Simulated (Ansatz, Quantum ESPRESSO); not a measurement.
# Evanescent states of LiBr, rock salt type, lattice constant set to 5.675 Å, part 3 of 3

Wanted: the complex band structure of LiBr, rock salt type, lattice constant set to 5.675 Å, as for a tunnel barrier.

Quantum ESPRESSO 7.5; plane-wave DFT, PBE, GBRV ultrasoft pseudopotentials; cross-check by Ansatz 0.2.0 with PAW datasets.

So far. Step 2 (Self-consistent run): The run needed 8 iterations to bring the estimated error under 1e-09 Ry.

The structure was built from a prototype and need not be the compound's stable phase.

## (4) Complex bands with pwcond.x, with epsproj = 0.01

Level of this step: complex band structure by pwcond; plane-wave DFT, PBE, GBRV ultrasoft pseudopotentials (Quantum ESPRESSO).

A sensitivity test on the input.

The input, cbs.w.in:

```
&inputcond
  outdir = './out'
  prefixl = 'scf'
  band_file = 'cbs.w'
  ikind = 0
  ewind = 4.0
  epsproj = 0.01
  nz1 = 7
  energy0 = 6.9
  denergy = -0.23
/
4
  0.00000000 0.00000000 1.00000000
  0.50000000 0.00000000 1.00000000
  0.50000000 0.50000000 1.00000000
  0.25000000 0.00000000 1.00000000
40
```

Started as:

```
$ OMP_NUM_THREADS=1 mpirun -n 2 pwcond.x -in cbs.w.in > cbs.w.out
```

Numbers of over 12 decimals in the logs are rounded to 6 here.

What it wrote:

```text
[banner, memory and clock lines left out]
Program PWCOND v.7.5 starts
[citation notice left out]

[...]
./out/scf.save/

     IMPORTANT: XC functional enforced from input :
     Exchange-correlation= PBE
                           (   1   4   3   4   0   0   0)
     Any further DFT definition will be discarded
     Please, verify this is what you really want

     Reading collected, re-writing distributed wavefunctions

===== INPUT FILE containing the left lead =====

     GEOMETRY:

     lattice parameter (alat)  =       7.5832  a.u.
     the volume                =     616.6862 (a.u.)^3
     the cross section         =      57.5042 (a.u.)^2
     l of the unit cell        =       1.4142 (alat)
     number of atoms/cell      =            4
     number of atomic types    =            2

     crystal axes: (cart. coord. in units of alat)
               a(1) = (  1.0000  0.0000  0.0000 )
               a(2) = (  0.0000  1.0000  0.0000 )
               a(3) = (  0.0000  0.0000  1.4142 )

   Cartesian axes

     site n.     atom                  positions (alat units)
          1        Li     tau(  1)=(  0.0000  0.0000  1.4142  )
          2        Br     tau(  2)=(  0.5000  0.5000  1.4142  )
          3        Li     tau(  3)=(  0.5000  0.5000  0.7071  )
          4        Br     tau(  4)=(  0.0000  0.0000  0.7071  )

     nr1s                      =           32
     nr2s                      =           32
     nr3s                      =           45
     nr1sx                     =           32
     nr2sx                     =           32
     nr3sx                     =           45
     nr1                       =           36
     nr2                       =           36
     nr3                       =           50
     nr1x                      =           36
     nr2x                      =           36
     nr3x                      =           50

 _______________________________
  Radii of nonlocal spheres:

     type       ibeta     ang. mom.          radius (alat units)
       Li         1         0                    0.2659
       Li         2         0                    0.2659
       Li         3         0                    0.2659
       Li         4         1                    0.2659
       Li         5         1                    0.2659
       Br         1         0                    0.2653
       Br         2         0                    0.2653
       Br         3         1                    0.2653
       Br         4         1                    0.2653
       Br         5         2                    0.2653
       Br         6         2                    0.2653
----- General information -----

----- Complex band structure calculation -----

     nrx                       =           32
     nry                       =           32
     nz1                       =            7

     energy0               =         6.9E+00
     denergy               =        -2.3E-01
     nenergy               =         40
     ecut2d                =         4.0E+01
     ewind                 =         4.0E+00
     epsproj               =         1.0E-02

     number of k_|| points=    4
                       cryst. coord.
        k(    1) = (   0.0000000   0.0000000), wk =   0.2500000
        k(    2) = (   0.5000000   0.0000000), wk =   0.2500000
        k(    3) = (   0.5000000   0.5000000), wk =   0.2500000
        k(    4) = (   0.2500000   0.0000000), wk =   0.2500000
----- Information about left lead -----

     nocros                   =           27
     noins                    =           27
     norb                     =           81
     norbf                    =           81
     nrz                      =           45

      iorb      type   ibeta   ang. mom.   m       position (alat)
        1        1       1        0        1   taunew(   1)=(  0.0000  0.0000  0.0000)
        2        1       2        0        1   taunew(   2)=(  0.0000  0.0000  0.0000)
[...]
81        2       6        2        5   taunew(  81)=(  0.5000  0.5000  1.4142)
 ngper, shell number =          185          28
 ngper, n2d =          185          42
---  E-Ef =    6.9000000  k =    0.0000000   0.0000000
---  ie =          1  ik =          1
 Nchannels of the left tip =            0
 Right moving states:
   k1(2pi/a)   k2(2pi/a)   E-Ef (eV)
 Left moving states:
   k1(2pi/a)   k2(2pi/a)   E-Ef (eV)

---  E-Ef =    6.6700000  k =    0.0000000   0.0000000
---  ie =          2  ik =          1
 Nchannels of the left tip =            2
 Right moving states:
   k1(2pi/a)   k2(2pi/a)   E-Ef (eV)
   0.3585678  -0.0000000   6.6700000
   0.4825904  -0.0000000   6.6700000
 Left moving states:
   k1(2pi/a)   k2(2pi/a)   E-Ef (eV)
  -0.3585678  -0.0000000   6.6700000
  -0.4825904  -0.0000000   6.6700000
[... further energies and points left out ...]
---  E-Ef =   -1.8400000  k =    0.2500000   0.0000000
---  ie =         39  ik =          4
 Nchannels of the left tip =            1
 Right moving states:
   k1(2pi/a)   k2(2pi/a)   E-Ef (eV)
  -0.4524494   0.0000000  -1.8400000
 Left moving states:
   k1(2pi/a)   k2(2pi/a)   E-Ef (eV)
   0.4524494  -0.0000000  -1.8400000

---  E-Ef =   -2.0700000  k =    0.2500000   0.0000000
---  ie =         40  ik =          4
 Nchannels of the left tip =            1
 Right moving states:
   k1(2pi/a)   k2(2pi/a)   E-Ef (eV)
   0.3794261   0.0000000  -2.0700000
 Left moving states:
   k1(2pi/a)   k2(2pi/a)   E-Ef (eV)
  -0.3794261  -0.0000000  -2.0700000

[...]
```

It took 34 s on 2 MPI ranks of Arm Neoverse V2, shared host; peak memory 0.11 GiB.

The changed values were drawn from a wide range, not chosen for quality; the comparison shows what they did here together.

Beside the run it was changed from:

```
                                       quantity  this run  unchanged run  difference
peak of the smallest κ at the zone centre (Å⁻¹)     0.357          0.357           0
       peak of the smallest κ at (1/2, 0) (Å⁻¹)     0.398            0.4     -0.0020
     peak of the smallest κ at (1/2, 1/2) (Å⁻¹)      0.54          0.542     -0.0020
                                  wall time (s)        34            131
```

The physical values in this table move by up to 0.5 %.

## (5) Cross-check with Ansatz

A second code with its own PAW datasets, on the same atoms.

Level of this step: plane-wave DFT, PBE, Ansatz PAW (Ansatz 0.2.0).

The input, input.yaml:

```yaml
crystal:
  lattice:
    - [4.0128309832, 0.0, 0.0]
    - [0.0, 4.0128309832, 0.0]
    - [0.0, 0.0, 5.675]
  atoms:
    - { symbol: Li, position: [0.0, 0.0, 0.0] }
    - { symbol: Br, position: [0.5, 0.5, 0.0] }
    - { symbol: Li, position: [0.5, 0.5, 0.5] }
    - { symbol: Br, position: [0.0, 0.0, 0.5] }
kpoints:
  mp_grid: { grid: [6, 6, 6] }
hamiltonian:
  xc: pbe
scf:
  occupations: { method: fixed }
  convergence: { dr2_threshold: 1.0e-09 }
output:
  transmission:
    leads: [[0, 0]]
    kpoints: [[0, 0], [0.5, 0], [0.5, 0.5], [0.25, 0]]
    e_range: [-2.07, 6.9]
    de: 0.23
```

Started as:

```
$ ansatz run input.yaml --threads 2 --pin off --max-ram 4096MiB --backend cpu --events-out ev --progress --plain --runs-dir out
```

What it wrote:

```text
Engine: ansatz 0.2.0, aarch64-unknown-linux-gnu
Pseudopotentials: kind: paw
Pseudopotential: Li, paw, valence charge 3, recommended cutoff 420 eV (normal), Li.paw.azcp
Pseudopotential: Br, paw, valence charge 7, recommended cutoff 420 eV (normal), Br.paw.azcp
Functional definition: PBE
  parameter kappa = 0.804
  parameter beta = 0.066725
  exchange = pbe_x(kappa = kappa, mu = beta*pi^2/3)
  correlation = pbe_c(beta = beta)
Crystal: 4 atoms, lattice volume = 91.383 Å³
Basis set: ecut = 420 eV, 1787 PW (Γ)
Bands: 14, of which v1, the nominal top of the filled ones, is band 10 counted from 1 (9 counted from 0)
Symmetry: 32 space group operations
Space group: Fm-3m (ITA 225), of the structure as read, at distance tolerance 4.5e-5 Å
k-points: 40 of 216
Non-local potential: Li, projectors of the file, l = 0: 3, l = 1: 2, l = 2: 1
Non-local potential: Br, projectors of the file, l = 0: 2, l = 1: 2, l = 2: 2
PAW form: soft (Blöchl's): semilocal exchange-correlation on the pseudo side does not see the compensation charge
PAW one-centre angular grid: Li, 110 points (default); XC on 64 Gauss nodes
PAW one-centre angular grid: Br, 110 points (default); XC on 64 Gauss nodes
Initial density: superposition of atomic densities (neutral atoms: chi_scale 0, normalization atom), corrected by the library's trained network
Initial wavefunctions: pseudopotential atomic-orbital guess
Functional: x = pbe(κ = 0.804, μ = 0.219515), c = pbe(β = 0.066725)
SCF iter   1: F=—  HF=-5981.870407 eV  |F-HF|=—  |Δ(HF+E_count)|=         —  Δρ=4.57e-4  dr2=3.33e-4  ethr=1.77e-3  ⟨swp⟩=5.3  Hψ=2635  notcnv=0  defer=56
preconditioner: auto → none  [insulator: Δε(μ)=4.556 eV  Ē_g=11.402 eV  n_scr=14 (ndim 8)  ℏωp=15.5 eV  f_vac=0.000  ε∞_Penn≈2.9]
SCF iter   2: F=—  HF=-5981.870325 eV  |F-HF|=—  |Δ(HF+E_count)|=   8.14e-5  Δρ=1.12e-4  dr2=8.83e-6  ethr=1.67e-6  ⟨swp⟩=3.1  Hψ=1503  notcnv=0  defer=80
SCF iter   3: F=—  HF=-5981.870308 eV  |F-HF|=—  |Δ(HF+E_count)|=   1.68e-5  Δρ=4.77e-5  dr2=1.13e-6  ethr=4.41e-8  ⟨swp⟩=2.1  Hψ=926  notcnv=0  defer=74
SCF iter   4: F=—  HF=-5981.870304 eV  |F-HF|=—  |Δ(HF+E_count)|=   4.00e-6  Δρ=2.38e-6  dr2=3.66e-9  ethr=5.64e-9  ⟨swp⟩=2.0  Hψ=960  notcnv=0  defer=47
iter 5 did not close the SCF: its close was put off for the readings that it lacked (scf_convergence_deferred on its scf_iter line)
SCF iter   5: F=-5981.870304 eV  HF=-5981.870304 eV  |F-HF|=6.37e-11  |Δ(HF+E_count)|=   5.10e-9  Δρ=4.10e-7  dr2=1.18e-10  ethr=1.83e-11  ⟨swp⟩=2.3  Hψ=929  notcnv=0  defer=47
SCF iter   6: F=-5981.870304 eV  HF=-5981.870304 eV  |F-HF|=1.82e-12  |Δ(HF+E_count)|=  1.82e-11  Δρ=4.79e-8  dr2=2.64e-12  ethr=1.00e-12  ⟨swp⟩=4.3  Hψ=2562  notcnv=0
SCF 1 converged in 6 iterations: F = -5981.870304 eV  dr2 = 2.64e-12
  greatest PAW one-centre occupation: 1.000 electrons in one spin orbital (limit 2), on the Li atom at site 2 (counted from 0), in its partial waves of l = 0
transmission: 11 of 44 steps passed
transmission: 22 of 44 steps passed
transmission: 33 of 44 steps passed
transmission: 44 of 44 steps passed
SCF converged after 6 iterations
Free energy (F): -5981.870304 eV
Harris-Foulkes:  -5981.870304 eV  (|F-HF|=1.82e-12)
Internal energy: -5981.870304 eV  (E = F + TS)
E sigma→0 (E₀):  -5981.870304 eV
Fermi energy:    1.277320 eV
--- Per-component energies (eV) ---
  E_band       = -217.336019
  E_kinetic    = 309.179241
  E_local      = -659.405978  (includes V_loc(G=0)·N_el)
  E_nonlocal   = 73.843413
  E_hartree    = 171.542762
  E_xc         = -550.937077
  E_vxc        = -235.363192  (∫ρ·V_xc dr)
  E_paw        = -4535.213969  (= ΣΔE_a)
  E_vpaw       = -48.675077  (= ΣTr[D̂ρ^β])
  E_aug_tail   = 0.000026  (compensation charges beyond the density's cutoff)
  E_ewald      = -790.878723
  E_smearing   = -0.000000  (= −TS)
  E_closure    = -0.000000  (closes the sum)
  Σ components = -5981.870304   (vs F -5981.870304, Δ=0.00e0)
--- Band table (eV; the first three rows and the last of 40) ---
  k-point 0: bands = [... 6 lower, 0.3078, 1.2733, 1.2734, 1.2734, 5.8379, 7.3702, 8.5209, 11.6993]
  k-point 1: bands = [... 6 lower, 0.3645, 1.0449, 1.1990, 1.1990, 6.1874, 7.4997, 8.6408, 11.2162]
  k-point 2: bands = [... 6 lower, 0.5243, 0.5243, 1.0041, 1.0041, 7.0645, 7.8588, 8.9978, 10.2264]
  k-point 39: bands = [... 6 lower, -0.5494, -0.5494, 0.2965, 0.2965, 8.9674, 8.9674, 9.6455, 9.6455]
--- Transmission ---
  basis      : 137 plane waves across, 11 finite elements along
  points     : 4, as listed
  energies   : 40 from -2.070000 to 6.900000 eV about the Fermi level, 0.230000 eV apart; the leads are filled to 2.280293 eV, and channels, transmission and decay are at 2.300000 eV
  crystal 0  : Li2Br2, at the sites [0, 0], period 5.6750 Å: whole cells are its period
    offset         : up to 0.0000 Å between an atom of the period and one for which it stands
    channels       : 0.000000e0 a spin
    conductance    : none, the energies end too early or step too widely for 300 K: set another output.transmission.e_range or a lower de, or, where they end at an eighth of basis.ecutwfc, a higher one
    slowest decay  : 0.3546 /Å at (0.0000, 0.0000)
```

The job ended after 21 s (2 threads; peak memory 0.4 GiB).

This step gave:

```
free energy                                      : -5981.8703 eV
symmetry operations                              : 32
slowest decay at the grid energy nearest mid-gap : 0.3546 Å⁻¹
peak of the smallest κ at the zone centre        : 0.3569 Å⁻¹
peak of the smallest κ at (1/2, 0)               : 0.3996 Å⁻¹
peak of the smallest κ at (1/4, 0)               : 0.4501 Å⁻¹
valence top, on the run's zero                   : 1.277 eV
```

K across = (0, 0) in the cell's reciprocal vectors; values within 0.0025 1/Å of each other count once, columns are sorted by size at each energy, a dash where no further value was kept. The Im kz of the slowest decaying states by energy, zero at the highest filled level of the SCF mesh:

```csv
energy (eV),decay 1 (Å⁻¹),decay 2 (Å⁻¹),decay 3 (Å⁻¹)
-2.07,0.733,1.43,-
-1.61,0.578,1.40,-
-0.92,1.35,1.49,-
-0.46,1.32,1.45,-
0.00,0.0236,0.0416,1.29
0.46,0.234,0.412,1.26
1.15,0.325,0.582,1.21
1.61,0.350,0.646,1.18
2.07,0.357,0.692,1.15
2.76,0.340,0.739,1.10
3.22,0.311,0.761,1.05
3.68,0.264,0.778,0.886
4.37,0.131,0.700,0.799
4.83,0.585,0.814,0.818
5.29,0.460,0.737,0.836
5.75,0.298,0.646,0.890
6.44,0.475,0.835,1.26
6.90,0.0677,0.311,0.794
```

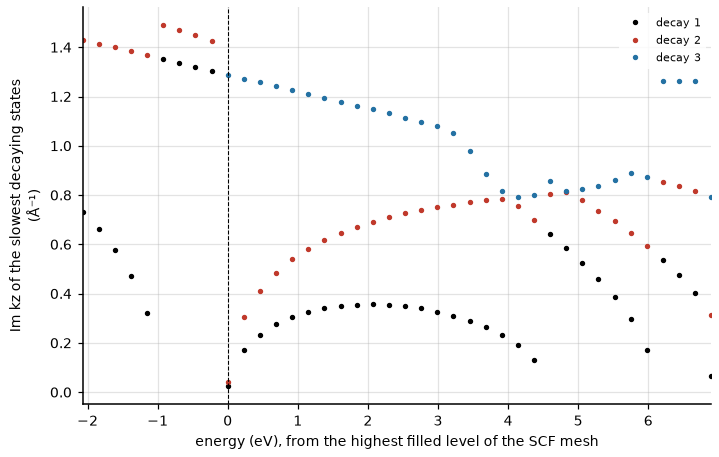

Im kz of the slowest decaying states against energy.

K across = (0, 0) in the cell's reciprocal vectors. Table of Re kz of states that move upwards by energy, zero at the highest filled level of the SCF mesh:

| energy (eV) | channel 1 (Å⁻¹) | channel 2 (Å⁻¹) | channel 3 (Å⁻¹) |
| --- | --- | --- | --- |
| -2.07 | 0.323 | - | - |
| -1.38 | -0.549 | - | - |
| -0.69 | -0.345 | 0.424 | 0.424 |
| 0.00 | - | - | - |
| 0.69 | - | - | - |
| 1.38 | - | - | - |
| 2.07 | - | - | - |
| 2.76 | - | - | - |
| 3.45 | - | - | - |
| 4.14 | - | - | - |
| 4.83 | 0.161 | - | - |
| 5.52 | 0.320 | - | - |
| 6.21 | 0.176 | 0.444 | - |
| 6.90 | - | - | - |

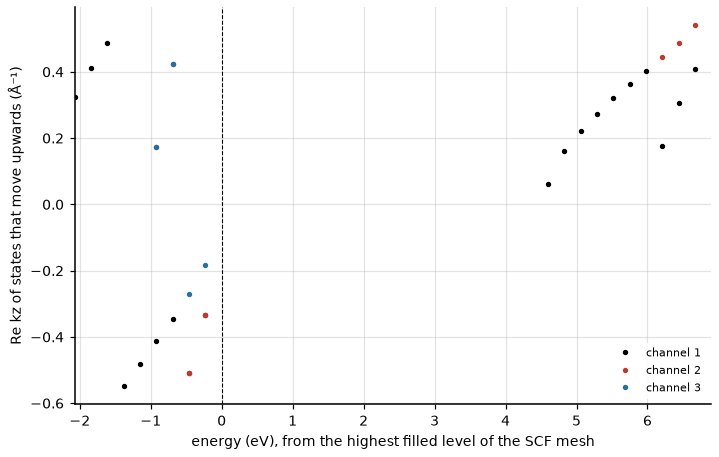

Re kz of states that move upwards against energy.

K across = (1/2, 0) in the cell's reciprocal vectors; values within 0.0025 1/Å of each other count once, columns are sorted by size at each energy, a dash where no further value was kept. Table of Im kz of the slowest decaying states by energy, zero at the highest filled level of the SCF mesh:

```
energy (eV)  decay 1 (Å⁻¹)  decay 2 (Å⁻¹)  decay 3 (Å⁻¹)
      -2.07           1.17           1.44              -
      -1.61          0.112           1.08           1.41
      -0.92          0.912           1.38              -
      -0.46          0.680           1.36              -
       0.00          0.176          0.655           1.33
       0.46          0.283          0.810           1.31
       1.15          0.359          0.875           1.27
       1.61          0.384          0.887           1.24
       2.07          0.397          0.886           1.21
       2.76          0.398          0.869           1.17
       3.22          0.387          0.850           1.14
       3.68          0.367          0.826           1.11
       4.37          0.316          0.781           1.06
       4.83          0.261          0.744           1.03
       5.29          0.169          0.702           1.00
       5.75          0.655          0.972              -
       6.44          0.567          0.937           1.49
       6.90         0.0997          0.493          0.933
```

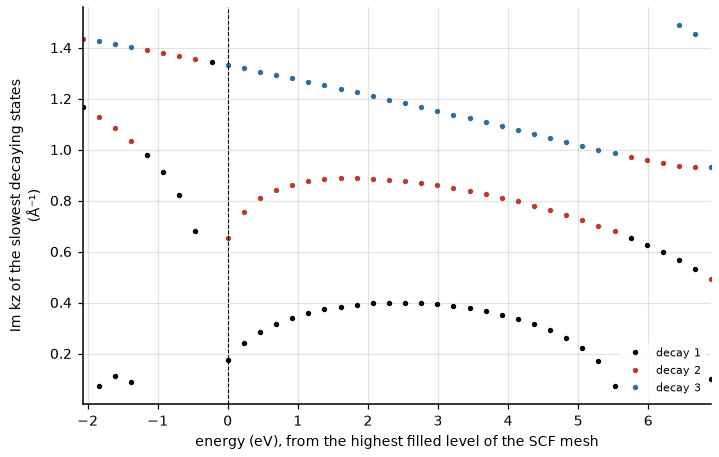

Im kz of the slowest decaying states against energy.

K across = (1/2, 1/2) in the cell's reciprocal vectors; values within 0.0025 1/Å of each other count once, columns are sorted by size at each energy, a dash where no further value was kept. Im kz of the slowest decaying states against energy, zero at the highest filled level of the SCF mesh:

| energy (eV) | decay 1 (Å⁻¹) | decay 2 (Å⁻¹) | decay 3 (Å⁻¹) |
| --- | --- | --- | --- |
| -2.07 | 1.38 | - | - |
| -1.38 | 1.02 | 1.49 | - |
| -0.69 | 0.248 | 0.747 | - |
| 0.00 | 0.412 | 0.836 | - |
| 0.69 | 0.487 | 0.826 | - |
| 1.38 | 0.525 | 0.791 | - |
| 2.07 | 0.540 | 0.744 | - |
| 2.76 | 0.540 | 0.686 | - |
| 3.45 | 0.527 | 0.618 | 1.49 |
| 4.14 | 0.502 | 0.537 | 1.42 |
| 4.83 | 0.436 | 0.463 | 1.35 |
| 5.52 | 0.296 | 0.408 | 1.28 |
| 6.21 | 0.329 | 1.21 | - |
| 6.90 | 0.198 | 1.12 | - |

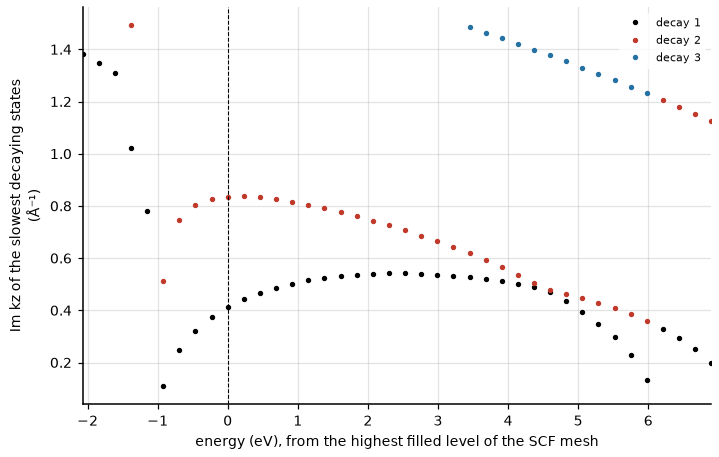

Im kz of the slowest decaying states against energy.

K across = (1/4, 0) in the cell's reciprocal vectors; values within 0.0025 1/Å of each other count once, columns are sorted by size at each energy, a dash where no further value was kept. The Im kz of the slowest decaying states by energy, zero at the highest filled level of the SCF mesh:

```
energy (eV)  decay 1 (Å⁻¹)  decay 2 (Å⁻¹)  decay 3 (Å⁻¹)
      -2.07          0.123          0.848           1.44
      -1.61         0.0544          0.715           1.42
      -0.92         0.0779          0.363           1.38
      -0.46          0.100           1.35           1.37
       0.00         0.0808          0.146           1.32
       0.46          0.296          0.504           1.26
       1.15          0.391          0.731           1.15
       1.61          0.424          0.865           1.04
       2.07          0.442          0.951           1.20
       2.76          0.450          0.936           1.16
       3.22          0.444          0.919           1.13
       3.68          0.429          0.897           1.10
       4.37          0.386          0.857           1.06
       4.83          0.339          0.825          0.835
       5.29          0.260          0.687          0.789
       5.75          0.152          0.541          0.749
       6.44          0.216          0.323          0.679
       6.90          0.122          0.342          0.624
```

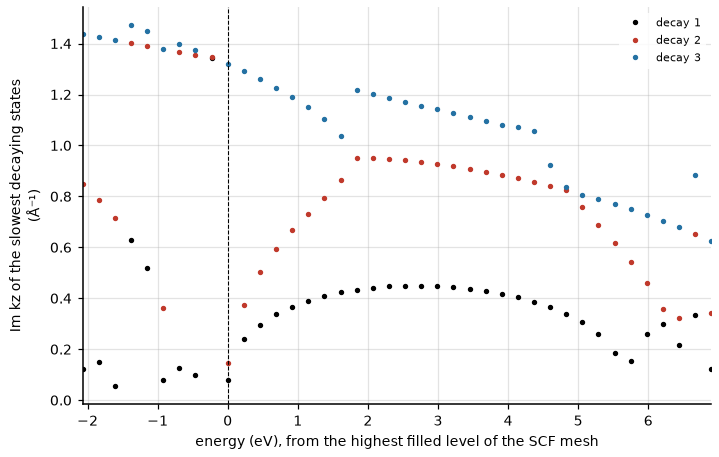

Im kz of the slowest decaying states, plotted against energy.

## (6) The arithmetic

T falls as exp(−2κd). With κ = 0.355 1/Å, 10 Å of barrier pass exp(−2 × 0.355 × 10) = 8.2e-4 of that channel, interfaces aside.

## (7) Summary of results

* gap on the SCF mesh: 4.56 eV
* smallest κ at mid-gap among the four k points, at the zone centre: 0.355 Å⁻¹
* peak of the smallest κ in the stop band at the zone centre: 0.357 Å⁻¹
* peak of the smallest κ in the stop band at (1/2, 0): 0.400 Å⁻¹
* peak of the smallest κ in the stop band at (1/2, 1/2): 0.542 Å⁻¹
* peak of the smallest κ in the stop band at (1/4, 0): 0.450 Å⁻¹
* energy of the peak at the zone centre, over the highest filled level: 2.07 eV
* peak at the zone centre by Ansatz: 0.357 Å⁻¹

What this shows: With a gap of 4.56 eV on the mesh, the smallest κ at mid-gap among the four k points, at the zone centre is 0.355 Å⁻¹ (PBE, GBRV ultrasoft). For a barrier with the Fermi level at mid-gap the slowest state found, at the zone centre, loses a factor of ten in probability every 3.2 Å or so. Stop bands away from the zone centre are mostly wider than the gap, so their peaks can lie above the conduction bottom. At the zone centre pwcond's peak is 0.357 and Ansatz's 0.357 1/Å, 0 % apart. The cell is the a/√2 one, turned by 45°, with two primitive cells, so X along [001] folds onto kz = 0. A semilocal gap is too small, often by a third to a half and by more in narrow-gap crystals, so real barriers decay faster. Spin-orbit coupling is left out; depending on the atoms that carry the levels of interest, it can split and shift them by tens to hundreds of meV.

[Logs are printed without paths, hosts, clocks, repeated set-up lines and the standing remarks that a program may print on its own settings, such as how far it seeks lower states.]

[Hosts, paths, dates, database ids (printed as entryN), source tags and the programs' standing remarks are cut or masked in the printed files.]

[Maps of the electrostatic potential energy from Ansatz leave out the sawtooth potential of an applied field or a dipole correction, so their vacuum need not be flat; planar profiles and work functions include it.]
